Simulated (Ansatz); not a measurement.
## Single-point calculation, with input and output: Ti₂₀Si (part 2 of 2)

Ti₂₀Si (slab, 21 atoms in the cell); DFT PBE+D3(BJ), scalar-relativistic, plane waves, PAW, PAW set soft_1, no spin polarisation (Ansatz 0.2.0); cutoff 420 eV, 6×6×1 k-mesh, Gaussian smearing of 0.1 eV. The structure derives from an entry of the Crystallography Open Database.

Geometry of the input (Å; fractional positions):
```
5.7724  0.0000  0.0000
-2.8862  4.9990  0.0000
0.0000  0.0000  26.5137
Ti 0.3333  0.1667  0.1509
Ti 0.3333  0.6667  0.1509
Ti 0.8333  0.1667  0.1509
Ti 0.8333  0.6667  0.1509
Ti 0.1667  0.3333  0.2371
Ti 0.1667  0.8333  0.2371
Ti 0.6667  0.3333  0.2371
Ti 0.6667  0.8333  0.2371
Ti 0.3333  0.1667  0.3246
Ti 0.3333  0.6667  0.3246
Ti 0.8333  0.1667  0.3246
Ti 0.8333  0.6667  0.3246
Ti 0.1667  0.3333  0.4131
Ti 0.1667  0.8333  0.4131
Ti 0.6667  0.3333  0.4131
Ti 0.6667  0.8333  0.4131
Ti 0.3333  0.1667  0.4946
Ti 0.3333  0.6667  0.4946
Ti 0.8333  0.1667  0.4946
Ti 0.8333  0.6667  0.4946
Si 0.5833  0.3333  0.6002
```

## Output, continued
```
  k-point 0: bands = ["-53.0062", "-52.9856", "-52.9177", "-52.8896", "-52.8894", "-52.8888", "-52.8810", "-52.8343", "-52.8172", "-52.7544", "-52.7128", "-52.7025", "-52.7014", "-52.6994", "-52.6799", "-52.6792", "-52.6756", "-52.6650", "-52.6632", "-52.6543", "-29.5546", "-29.5412", "-29.5187", "-29.4967", "-29.4952", "-29.4949", "-29.4946", "-29.4768", "-29.4543", "-29.4400", "-29.4203", "-29.4072", "-29.4065", "-29.4061", "-29.2966", "-29.2929", "-29.2892", "-29.2244", "-29.1999", "-29.1970", "-29.1913", "-29.1276", "-29.1150", "-29.0954", "-29.0656", "-29.0594", "-29.0510", "-29.0497", "-29.0493", "-29.0444", "-28.9925", "-28.9851", "-28.9783", "-28.9349", "-28.9156", "-28.9152", "-28.9106", "-28.9053", "-28.8990", "-28.8969", "-28.8953", "-28.8878", "-28.8870", "-28.8849", "-28.8738", "-28.8719", "-28.8659", "-28.8309", "-28.8267", "-28.8259", "-28.7804", "-28.7754", "-28.7740", "-28.7641", "-28.7546", "-28.7541", "-28.7146", "-28.7131", "-28.6823", "-28.6809", "-2.6006", "-2.0948", "-1.3612", "-0.3581", "0.5253", "0.9811", "1.1759", "1.1768", "1.1810", "1.2486", "1.2520", "1.2564", "1.5241", "1.5290", "1.5343", "1.5762", "1.5830", "1.5871", "1.6980", "1.7002", "1.7052", "2.2611", "2.2682", "2.2745", "2.6561", "2.6743", "2.6766", "2.8611", "2.8695", "2.8711", "3.0012", "3.0190", "3.0230", "3.3701", "3.7065", "3.7627", "3.8786", "3.9449", "4.1013", "4.1372", "4.1484", "4.2568", "4.3062", "4.5065", "4.5071", "4.5173", "4.5241", "4.5282", "4.5489", "4.5691", "4.5697", "4.6311", "4.6334", "4.6491", "4.7752", "4.7770", "4.8003", "4.8891", "4.9233", "4.9239", "4.9252", "4.9275", "4.9509", "4.9722", "5.0001", "5.0048", "5.0512"]
  k-point 1: bands = ["-53.0010", "-52.9792", "-52.9188", "-52.8958", "-52.8894", "-52.8891", "-52.8834", "-52.8356", "-52.8106", "-52.7492", "-52.7114", "-52.7086", "-52.7018", "-52.7002", "-52.6837", "-52.6793", "-52.6764", "-52.6660", "-52.6632", "-52.6551", "-29.5424", "-29.5184", "-29.4952", "-29.4760", "-29.4747", "-29.4730", "-29.4657", "-29.4597", "-29.4425", "-29.4238", "-29.4019", "-29.3920", "-29.3911", "-29.3851", "-29.2806", "-29.2769", "-29.2634", "-29.2241", "-29.2092", "-29.1959", "-29.1906", "-29.1223", "-29.1136", "-29.0967", "-29.0909", "-29.0781", "-29.0728", "-29.0698", "-29.0463", "-29.0410", "-28.9907", "-28.9820", "-28.9791", "-28.9719", "-28.9498", "-28.9294", "-28.9289", "-28.9245", "-28.9148", "-28.9108", "-28.8893", "-28.8859", "-28.8836", "-28.8793", "-28.8687", "-28.8674", "-28.8545", "-28.8348", "-28.8315", "-28.8201", "-28.7973", "-28.7936", "-28.7876", "-28.7734", "-28.7696", "-28.7647", "-28.7368", "-28.7215", "-28.7138", "-28.6874", "-2.5526", "-1.9085", "-1.1811", "-0.1834", "0.7001", "1.0271", "1.1494", "1.1550", "1.2636", "1.2674", "1.3449", "1.3498", "1.4292", "1.6090", "1.6169", "1.6398", "1.6876", "1.6916", "1.8650", "1.8737", "1.8782", "2.3394", "2.3480", "2.3583", "2.6604", "2.7117", "2.7204", "2.8620", "2.9044", "2.9126", "3.0511", "3.0581", "3.0804", "3.3195", "3.6236", "3.6747", "3.7726", "3.8744", "4.0046", "4.0528", "4.0620", "4.0706", "4.1603", "4.3082", "4.3543", "4.3887", "4.4048", "4.4639", "4.5414", "4.5723", "4.5783", "4.5914", "4.6268", "4.6410", "4.6777", "4.7553", "4.7661", "4.7692", "4.7728", "4.7867", "4.8195", "4.8411", "4.8837", "4.8949", "4.9603", "5.0102", "5.0368"]
  k-point 2: bands = ["-52.9888", "-52.9617", "-52.9227", "-52.9135", "-52.8894", "-52.8891", "-52.8890", "-52.8385", "-52.7915", "-52.7355", "-52.7345", "-52.7024", "-52.7014", "-52.6980", "-52.6959", "-52.6793", "-52.6771", "-52.6714", "-52.6631", "-52.6564", "-29.5132", "-29.4705", "-29.4514", "-29.4310", "-29.4265", "-29.4258", "-29.4209", "-29.4072", "-29.3888", "-29.3814", "-29.3585", "-29.3562", "-29.3514", "-29.3370", "-29.2536", "-29.2522", "-29.2300", "-29.2196", "-29.2019", "-29.1926", "-29.1785", "-29.1517", "-29.1361", "-29.1256", "-29.1232", "-29.0909", "-29.0808", "-29.0732", "-29.0649", "-29.0458", "-29.0242", "-29.0166", "-28.9916", "-28.9892", "-28.9760", "-28.9732", "-28.9688", "-28.9511", "-28.9493", "-28.9376", "-28.9059", "-28.9051", "-28.8748", "-28.8728", "-28.8681", "-28.8639", "-28.8627", "-28.8415", "-28.8400", "-28.8367", "-28.8289", "-28.8276", "-28.8188", "-28.7995", "-28.7922", "-28.7865", "-28.7612", "-28.7518", "-28.7424", "-28.7040", "-2.4685", "-1.3582", "-0.6673", "0.2942", "0.3784", "0.7662", "1.1660", "1.3064", "1.4781", "1.4824", "1.5858", "1.5914", "1.5977", "1.7960", "1.8154", "1.8253", "1.9626", "1.9664", "2.0888", "2.2525", "2.2552", "2.5343", "2.5796", "2.5880", "2.7047", "2.7411", "2.7759", "2.9282", "2.9607", "2.9823", "3.1053", "3.1917", "3.1970", "3.2243", "3.3348", "3.4642", "3.5217", "3.5431", "3.7154", "3.7388", "3.8093", "3.8509", "3.8973", "3.9243", "4.0551", "4.0896", "4.1047", "4.1593", "4.2128", "4.3011", "4.3367", "4.3711", "4.3982", "4.4207", "4.4736", "4.5571", "4.5910", "4.6132", "4.6186", "4.6339", "4.6778", "4.7341", "4.7544", "4.7995", "4.8804", "4.9086", "4.9672"]
  k-point 19: bands = ["-52.9830", "-52.9378", "-52.9375", "-52.9118", "-52.9067", "-52.8895", "-52.8891", "-52.8374", "-52.7646", "-52.7636", "-52.7185", "-52.7136", "-52.7029", "-52.7004", "-52.6858", "-52.6816", "-52.6797", "-52.6759", "-52.6646", "-52.6557", "-29.4958", "-29.4507", "-29.4293", "-29.4157", "-29.3936", "-29.3927", "-29.3913", "-29.3899", "-29.3718", "-29.3530", "-29.3315", "-29.3272", "-29.2771", "-29.2653", "-29.2561", "-29.2552", "-29.2320", "-29.2229", "-29.2190", "-29.2078", "-29.1689", "-29.1580", "-29.1577", "-29.1441", "-29.1337", "-29.1261", "-29.0786", "-29.0675", "-29.0603", "-29.0546", "-29.0188", "-29.0052", "-29.0005", "-28.9944", "-28.9939", "-28.9837", "-28.9829", "-28.9733", "-28.9729", "-28.9542", "-28.9296", "-28.9206", "-28.9176", "-28.9153", "-28.8888", "-28.8882", "-28.8457", "-28.8446", "-28.8402", "-28.8367", "-28.8316", "-28.8309", "-28.8299", "-28.8274", "-28.7889", "-28.7824", "-28.7744", "-28.7693", "-28.7298", "-28.7265", "-2.4313", "-0.5356", "-0.5229", "0.0518", "0.0820", "0.8762", "0.9265", "1.6279", "1.6330", "1.6549", "1.7094", "1.7570", "1.7678", "1.9279", "1.9364", "2.0457", "2.0597", "2.0866", "2.0904", "2.5518", "2.5614", "2.7028", "2.7271", "2.7773", "2.7872", "2.7917", "2.8108", "2.8766", "2.9599", "3.0108", "3.0550", "3.1517", "3.1569", "3.2360", "3.3033", "3.3775", "3.4010", "3.4352", "3.4511", "3.5113", "3.5205", "3.5239", "3.6784", "3.7739", "3.7900", "3.8594", "3.8765", "4.0447", "4.0474", "4.1457", "4.1685", "4.2241", "4.2559", "4.2681", "4.3077", "4.4443", "4.5100", "4.5351", "4.5583", "4.5667", "4.6044", "4.6538", "4.7010", "4.7220", "4.9102", "4.9273", "5.0479"]
```

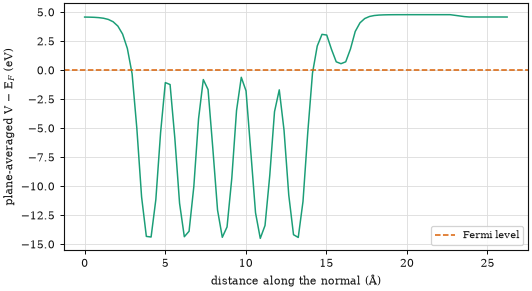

Figure 1. Plane average of the electrostatic potential energy of an electron across the cell, from the Fermi level. The vacuum level lies 4.77 eV above the Fermi level on the upper side and 4.57 eV on the lower.

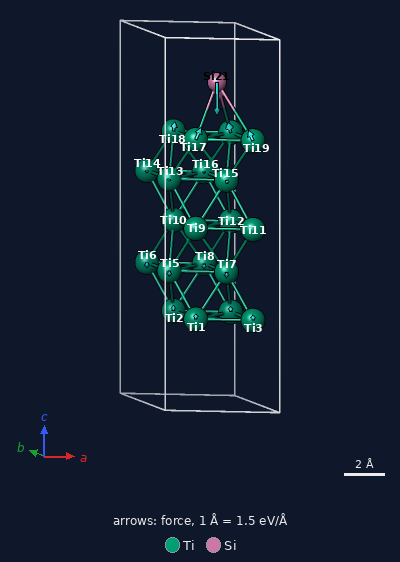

Figure 2. Forces on the atoms as teal arrows (ball-and-stick view of the cell of the calculation, with the vacuum cut short, seen slightly off an axis; atoms are numbered from 1 in the order of the input); the smallest are left out. The largest act on Si21 (2.60 eV/Å); Ti17 (1.07 eV/Å); Ti20 (1.01 eV/Å); Ti19 (0.94 eV/Å), among others. The geometry is not a stationary point of this energy.

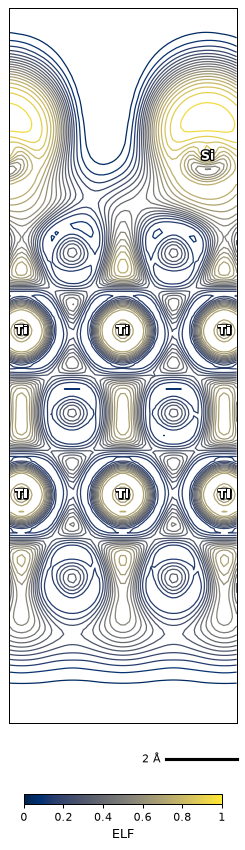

Figure 3. Electron localisation function on the (010) plane of the calculation cell, a cut from vacuum to vacuum. Ti–Ti (2.89 Å): the ELF is about 0.25 at the midpoint (no localised pair between them). The strong features right at Ti lie inside the PAW spheres (semicore, d or f shells) and say nothing about bonding. The fields are those of the smooth PAW valence density.

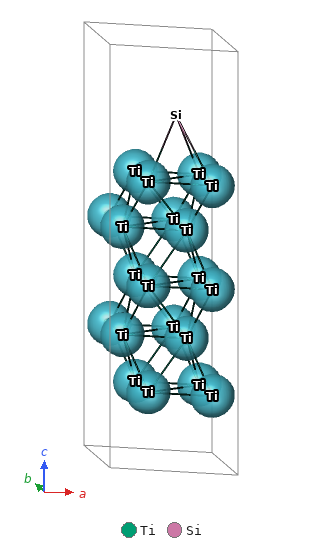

Figure 4. Isosurface of the valence charge density (pseudo) at 0.5 e/Å³ (cyan), seen slightly off an axis. Sticks mark near contacts. At this value the density breaks into separate islands; it holds about 75 % of the electrons treated as valence (semicore included). It is pinched off along the Ti–Ti (2.73 Å), Ti–Si (3.08 Å), Ti–Ti (2.83 Å) and Ti–Ti (2.88 Å) contacts. On the grid the lowest density along these lines, outside the cores, is 0.23 e/Å³ (Ti–Ti, 2.73 Å), 0.16 e/Å³ (Ti–Si, 3.08 Å), 0.21 e/Å³ (Ti–Ti, 2.83 Å) and 0.19 e/Å³ (Ti–Ti, 2.88 Å).

## Key numbers

```json
{"quantity": "outcome", "value": "converged"}
{"quantity": "electrons treated", "value": "244"}
{"quantity": "free energy", "value": "−50630.7736 eV"}
{"quantity": "work function, top face", "value": "4.77 eV"}
{"quantity": "work function, bottom face", "value": "4.57 eV"}
{"quantity": "Fermi energy", "value": "3.846 eV"}
{"quantity": "gap on the k-point mesh", "value": "none (metallic)"}
{"quantity": "work function (upper face)", "value": "4.77 eV"}
{"quantity": "largest force (length of the vector)", "value": "2.595 eV/Å"}
{"quantity": "hardware", "value": "4 threads of Arm Neoverse V2, 24 GiB of memory available, shared host"}
{"quantity": "wall time", "value": "2.4 min (CPU time 9.3 min)"}
{"quantity": "peak memory", "value": "3.1 GiB"}
```

## Remarks

Warnings of the run: the exchange-correlation potential is rough where the density is thin.
